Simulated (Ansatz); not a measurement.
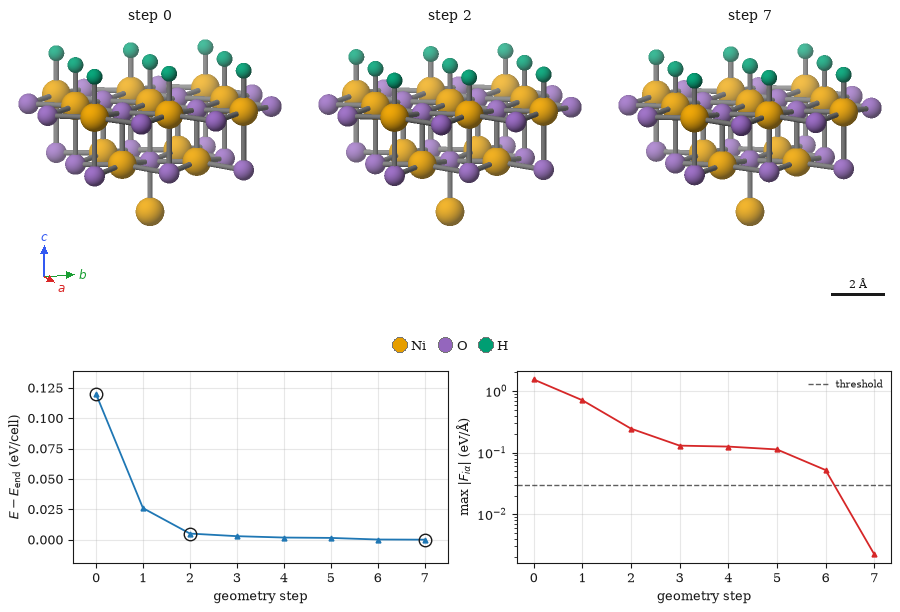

Frames of a constrained relaxation of a slab of composition Ni4HO4 (cut from the Fm-3m phase), marked on the history of the run. The picture is a ball-and-stick view of the atoms within 5.8 Å of the atom that moves most (axes of the 3 × 3 repeat of the cell, outlined in the plane, without the vacuum), seen slightly off an axis.

Case: H put at a top Ni site. The slab is the (1 0 0) face of NiO with H on it. 4 atoms are held fixed.

All numbers below come from DFT PBEsol, scalar-relativistic, plane waves, PAW in Ansatz.

Input file:
```yaml
crystal:
  lattice:
    - [2.910532267, 0.0, 0.0]
    - [0.0, 2.910532267, 0.0]
    - [0.0, 0.0, 25.1741713086]
  atoms:
    - { symbol: Ni, position: [0.5, 0.5, 0.3376476586], spin: 1.31 }
    - { symbol: O, position: [0.0, 0.0, 0.3376476586] }
    - { symbol: Ni, position: [0.0, 0.0, 0.4194003836], spin: -0.47 }
    - { symbol: O, position: [0.5, 0.5, 0.4194003836] }
    - { symbol: Ni, position: [0.5, 0.5, 0.5024088134], spin: -1.27 }
    - { symbol: O, position: [0.0, 0.0, 0.495988622], spin: -0.14 }
    - { symbol: Ni, position: [0.0, 0.0, 0.5852011284], spin: 1.12 }
    - { symbol: O, position: [0.5, 0.5, 0.5814474014] }
    - { symbol: H, position: [0.0, 0.0, 0.6471694046], spin: 1.0 }
basis:
  ecutwfc: 420
kpoints:
  mp_grid: { grid: [10, 10, 1] }
hamiltonian:
  xc: pbesol
scf:
  occupations: { method: gaussian, width: 0.1 }
output:
  forces: true
  eigenvalues: true
  populations: true
  write_density: true
  write_potential: true
  elf: true
  volumetric_format: npy
magnetization:
  spin_polarized: true
relax:
  adjacent_minimum: "off"
  f_tol: 0.03
  max_steps: 70
  constraints: [{ sites: [0, 1, 2, 3] }]
efield:
  axis: 3
  dipole_correction: true
  ramp_width: 0.04
```

Run as
```bash
ansatz run input.yaml --threads 2 --pin off --max-ram 5120MiB --backend cpu --events-out ev --progress --plain --runs-dir out
```

What happens along the run?

H9 moves most: 0.15 Å along the normal (−c). Largest moves by element: H 0.15 Å, O 0.06 Å, Ni 0.02 Å. The lattice vectors keep their values. Near-neighbour distances that change, for instance: Ni7–H9 1.560 → 1.428 Å, O6–Ni7 2.246 → 2.178 Å, Ni3–O6 1.928 → 1.974 Å, Ni5–O8 1.990 → 1.959 Å. Among the angles between lasting bonds that change: Ni5–O6–Ni5 171.0° → 174.9°. Over 7 geometry steps the energy falls by 0.120 eV per cell of the calculation. The largest force component goes from 1.5 to 0.0022 eV/Å. From step 0 to 2: H9 moves most (0.14 Å), energy −0.115 eV per cell of the calculation. From step 2 to 7: O6 moves most (0.03 Å), energy −5.0 meV per cell of the calculation.

Limits of the set-up: the periodic images lie only 2.9 Å apart, so the values are limited by the cell's size.
